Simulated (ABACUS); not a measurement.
**Tune calculation, with input and output: Sn (part 1 of 2)**

System: Sn (I4₁/amd, 2 atoms in the cell).
Method: Kohn-Sham DFT of a periodic cell, PBE, SPMS ONCV 1.0 PBE, no spin polarisation (ABACUS 3.10.1).

The structure derives from a Materials Project entry. It belongs to a series of runs on one base structure; here: mixing_ndim: 4.

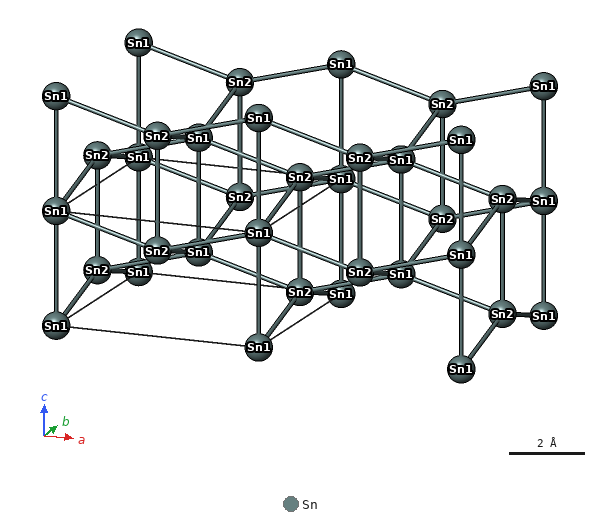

*The structure (ball-and-stick view of the cell 2 times as large as that of the calculation, set on its symmetry axes, repeated 2 × 1 × 2, seen slightly off an axis; atoms are numbered from 1 in the order of the input). An atom can appear more than once, as a periodic image.*

Near neighbours in the periodic cell (some may lie outside the picture): Sn has 6 Sn at 3.05 to 3.20 Å.

Input
```
INPUT_PARAMETERS
suffix              Sn
calculation         scf
basis_type          pw
pseudo_dir          ./
symmetry            1
dft_functional      pbe
ecutwfc             73
pseudo_rcut         7
nspin               1
nbands              18
ks_solver           dav
smearing_method     fd
smearing_sigma      0.00734986
scf_thr             1e-08
scf_nmax            60
mixing_type         broyden
mixing_beta         0.7
cal_force           1
cal_stress          1
mixing_ndim         4
kpar                4
```

File STRU
```
ATOMIC_SPECIES
Sn 118.7100 50_Sn_14_2.5_3.0_pbe_n_v1.0.upf

LATTICE_CONSTANT
1.8897261246

LATTICE_VECTORS
-2.9401404553 2.9401404553 1.5993019889
2.9401404553 -2.9401404553 1.5993019889
2.9401404553 2.9401404553 -1.5993019889

ATOMIC_POSITIONS
Direct

Sn
0.0
2
0.0000000000 0.0000000000 0.0000000000 1 1 1
0.7500000000 0.2500000000 0.5000000000 1 1 1
```

File KPT
```
K_POINTS
0
Gamma
7 7 7 0 0 0
```

Run on 4 threads of Intel Xeon (Granite Rapids), 32 GiB of memory available, shared host.

Launch command:
```bash
OMP_NUM_THREADS=1 mpirun -np 4 abacus > log
```

The program's output
```
ABACUS v3.10.1

               Atomic-orbital Based Ab-initio Computation at UStc

 ------------------------------------------------------------------------------------

 READING GENERAL INFORMATION
                           global_out_dir = OUT.Sn/
                           global_in_card = INPUT
                               pseudo_dir = ./
                              orbital_dir =
                                    DSIZE = 4
                                    GSIZE = 1

 READING UNITCELL INFORMATION
                                    ntype = 1
                  lattice constant (Bohr) = 1.88973
              lattice constant (Angstrom) = 1

 READING ATOM TYPE 1
                               atom label = Sn
                      L=0, number of zeta = 1
                      L=1, number of zeta = 1
                      L=2, number of zeta = 1
             number of atom for this type = 2

                        TOTAL ATOM NUMBER = 2
DIRECT COORDINATES
    atom                   x                   y                   z     mag                  vx                  vy                  vz
taud_Sn1            0.0000000000        0.0000000000        0.0000000000  0.0000        0.0000000000        0.0000000000        0.0000000000
taud_Sn2            0.7500000000        0.2500000000        0.5000000000  0.0000        0.0000000000        0.0000000000        0.0000000000

                          Volume (Bohr^3) = 373.184
                             Volume (A^3) = 55.3001

 Lattice vectors: (Cartesian coordinate: in unit of a_0)
             -2.94014            +2.94014             +1.5993
             +2.94014            -2.94014             +1.5993
             +2.94014            +2.94014             -1.5993
 Reciprocal vectors: (Cartesian coordinate: in unit of 2 pi/a_0)
                   +0            +0.17006           +0.312636
             +0.17006                  +0           +0.312636
             +0.17006            +0.17006                  +0
 The esolver type has been set to : ksdft_pw

                PAO radial cut off (Bohr) = 7

 Read in pseudopotential file is 50_Sn_14_2.5_3.0_pbe_n_v1.0.upf
                     pseudopotential type = NC
          exchange-correlation functional = PBE
                 nonlocal core correction = 1
                        valence electrons = 14
                                     lmax = 2
                           number of zeta = 3
                     number of projectors = 6
                           L of projector = 0
                           L of projector = 0
                           L of projector = 1
                           L of projector = 1
                           L of projector = 2
                           L of projector = 2
     initial pseudo atomic orbital number = 18

 SETUP THE ELECTRONS NUMBER
            electron number of element Sn = 14
      total electron number of element Sn = 28
            AUTOSET number of electrons:  = 28
                           occupied bands = 14
                                   NBANDS = 18
                                   NLOCAL = 18

%%%%%%%%%%%%%%%%%%%%%%%%%%%%%%%%%%%%%%%%%%%%%%%%%%%%%%%%%%%%%%%%%%%%%%%%%%%%%%%%%%%%%%%%%%%%%%%%%%%%%%%%%%
 Warning: the number of valence electrons in pseudopotential > 4 for Sn: [Kr] 4d10 5s2 5p2
 Pseudopotentials with additional electrons can yield (more) accurate outcomes, but may be less efficient.
 If you're confident that your chosen pseudopotential is appropriate, you can safely ignore this warning.
%%%%%%%%%%%%%%%%%%%%%%%%%%%%%%%%%%%%%%%%%%%%%%%%%%%%%%%%%%%%%%%%%%%%%%%%%%%%%%%%%%%%%%%%%%%%%%%%%%%%%%%%%%

 SETUP THE PLANE WAVE BASIS
 energy cutoff for charge/potential (unit:Ry) = 292
            fft grid for charge/potential = [ 45, 45, 45 ]
                        fft grid division = [ 1, 1, 1 ]
        big fft grid for charge/potential = [ 45, 45, 45 ]
                                     nbxx = 91125
                                     nrxx = 91125

 SETUP PLANE WAVES FOR CHARGE/POTENTIAL
                    number of plane waves = 31433
                         number of sticks = 1099

 PARALLEL PW FOR CHARGE/POTENTIAL
     PROC   COLUMNS(POT)             PW
        1           1099          31433
 --------------- sum -------------------
        1           1099          31433
                            number of |g| = 1801
                                  max |g| = 26.3874
                                  min |g| = 0

----------- Double Check Mixing Parameters Begin ------------
mixing_type: broyden
mixing_beta: 0.7
mixing_gg0: 1
mixing_gg0_min: 0.1
mixing_ndim: 4
----------- Double Check Mixing Parameters End ------------

 LATTICE VECTORS: (CARTESIAN COORDINATE: IN UNIT OF A0)
             -2.94014            +2.94014             +1.5993
             +2.94014            -2.94014             +1.5993
             +2.94014            +2.94014             -1.5993
                       right hand lattice = 1
                                   NORM_A = 4.45495
                                   NORM_B = 4.45495
                                   NORM_C = 4.45495
                           ALPHA (DEGREE) = 97.4047
                           BETA  (DEGREE) = 97.4047
                           GAMMA (DEGREE) = 137.923

 The lattice vectors have been changed (STRU_SIMPLE.cif)

(for optimal symmetric configuration:)
                             BRAVAIS TYPE = 6
                     BRAVAIS LATTICE NAME = 06. Tetrogonal I (body-centered)
                                    ibrav = 6
                                    IBRAV = 6
                                  BRAVAIS = BODY CENTERED TETROGONAL CELL
                       LATTICE CONSTANT A = 5.88028
                                C/A RATIO = 0.543954
Original cell was already a primitive cell.
                        ROTATION MATRICES = 16
              PURE POINT GROUP OPERATIONS = 8
                   SPACE GROUP OPERATIONS = 16
                                       C2 = 3
                                       C3 = 0
                                       C4 = 0
                                       C6 = 0
                                       S1 = 2
                                       S3 = 0
                                       S4 = 2
                                       S6 = 0
                              POINT GROUP = D_2d
               POINT GROUP IN SPACE GROUP = D_4h

 SETUP K-POINTS
                                    nspin = 1
                   Input type of k points = Monkhorst-Pack(Gamma)
                                   nkstot = 343
                       right hand lattice = 1
(for reciprocal lattice: )
                             BRAVAIS TYPE = 6
                     BRAVAIS LATTICE NAME = 06. Tetrogonal I (body-centered)
                                    ibrav = 6
                       right hand lattice = 1
(for k-lattice: )
                             BRAVAIS TYPE = 6
                     BRAVAIS LATTICE NAME = 06. Tetrogonal I (body-centered)
                                    ibrav = 6
                       right hand lattice = 1
                        ROTATION MATRICES = 16
                               nkstot_ibz = 40
K-POINTS REDUCTION ACCORDING TO SYMMETRY
     IBZ    DIRECT_X    DIRECT_Y    DIRECT_Z  WEIGHT  ibz2bz
       1  0.00000000  0.00000000  0.00000000  0.0029       0
       2 -0.14285714  0.00000000  0.14285714  0.0233       1
       3 -0.28571429  0.00000000  0.28571429  0.0233       2
       4 -0.42857143  0.00000000  0.42857143  0.0233       3
       5 -0.14285714 -0.14285714  0.28571429  0.0233       8
       6 -0.14285714 -0.28571429  0.42857143  0.0466       9
       7  0.42857143  0.14285714  0.42857143  0.0466      10
       8 -0.14285714  0.42857143 -0.28571429  0.0466      11
       9 -0.14285714  0.28571429 -0.14285714  0.0466      12
      10 -0.14285714  0.14285714  0.00000000  0.0117      13
      11  0.28571429  0.28571429  0.42857143  0.0233      16
      12  0.42857143  0.28571429  0.28571429  0.0466      17
      13 -0.28571429  0.42857143 -0.14285714  0.0466      18
      14 -0.28571429  0.28571429  0.00000000  0.0117      19
      15  0.42857143  0.42857143  0.14285714  0.0233      24
      16 -0.42857143  0.42857143  0.00000000  0.0117      25
      17 -0.14285714 -0.14285714  0.42857143  0.0233      57
      18  0.42857143  0.14285714  0.28571429  0.0466      58
      19 -0.14285714  0.14285714  0.14285714  0.0117      62
      20  0.28571429  0.28571429  0.28571429  0.0233      65
      21  0.42857143  0.28571429  0.14285714  0.0233      66
      22 -0.28571429  0.28571429  0.14285714  0.0233      68
      23 -0.28571429  0.14285714  0.28571429  0.0233      69
      24 -0.42857143  0.42857143  0.14285714  0.0233      74
      25 -0.42857143  0.28571429  0.28571429  0.0466      75
      26 -0.42857143  0.14285714  0.42857143  0.0233      76
      27  0.42857143  0.42857143  0.28571429  0.0233      81
      28  0.42857143  0.28571429  0.42857143  0.0466      82
      29  0.42857143  0.14285714 -0.42857143  0.0233      83
      30  0.28571429  0.28571429 -0.42857143  0.0233      89
[... 10 further k points ...]

                               nkstot now = 40
[... K-POINTS DIRECT COORDINATES: 40 rows ...]

           k-point number in this process = 10
       minimum distributed K point number = 10
[... stars of the k points ...]

[... K-POINTS CARTESIAN COORDINATES: 10 rows ...]

[... K-POINTS DIRECT COORDINATES: 10 rows ...]

 SETUP PLANE WAVES FOR WAVE FUNCTIONS
     energy cutoff for wavefunc (unit:Ry) = 73
              fft grid for wave functions = [ 45, 45, 45 ]
                    number of plane waves = 5237
                         number of sticks = 331

 PARALLEL PW FOR WAVE FUNCTIONS
     PROC   COLUMNS(POT)             PW
        1            331           5237
 --------------- sum -------------------
        1            331           5237

 SETUP NONLOCAL PSEUDOPOTENTIALS IN PLANE WAVE BASIS
 Sn non-local projectors:
 projector 1 L=0
 projector 2 L=0
 projector 3 L=1
 projector 4 L=1
 projector 5 L=2
 projector 6 L=2
      TOTAL NUMBER OF NONLOCAL PROJECTORS = 36

 Init Non-Local PseudoPotential table :
 Init Non-Local-Pseudopotential done.

                                     npwx = 3946
```
